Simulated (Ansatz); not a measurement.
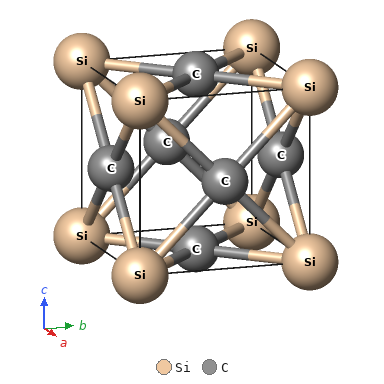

Ball-and-stick drawing of the structure, looking slightly off an axis. The wireframe shows the conventional unit cell. Cell: a = 3.20 Å, b = 3.20 Å, c = 3.20 Å, α = 90.00°, β = 90.00°, γ = 90.00°.

Origin of the cell: a structure type filled with these elements by a generator (whether the compound takes this form wasn't checked). Earlier steps of the study may have refined or changed the cell and positions. Ansatz was used for an electronic-structure calculation on it.

What does the picture show?

Formula: SiC$_{3}$. Space group: Pm-3m (No. 221). Lattice: primitive cubic. It belongs to the family called Cu₃Au (L1₂) type. Cell content 1 Si, 3 C; Z = 1. The neighbours of Si are twelve C in a cuboctahedral arrangement at about 2.3 Å. Each C atom is coordinated by four Si in a square planar arrangement at about 2.3 Å. The bonds build a three-dimensional framework.

The calculation: DFT PBE, scalar-relativistic, plane waves, PAW (Ansatz 0.2.0), with plane waves up to 420 eV, 14×14×14 k-mesh, Gaussian smearing of 0.1 eV, no spin polarisation.

Classify it as metallic or gapped, with the value.

A metal: bands cross the Fermi level.

Predict the Bader charges.

Si +1.88 e; C -0.63 e.

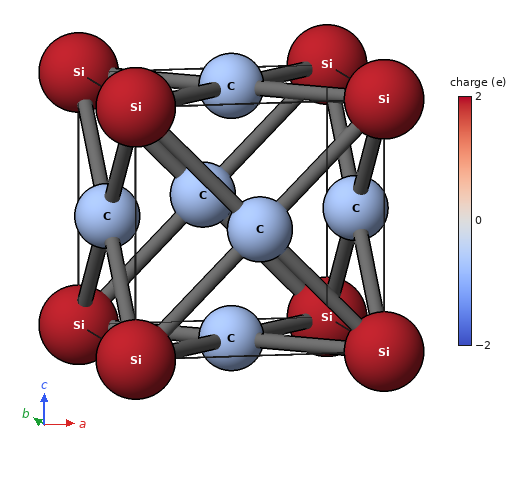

The atoms coloured by those charges. The run's cell of 4 atoms is drawn.

Can this geometry be taken as optimised?

Yes. All forces vanish to within 0.01 eV/Å. The pressure is 0.0 GPa, close to zero.
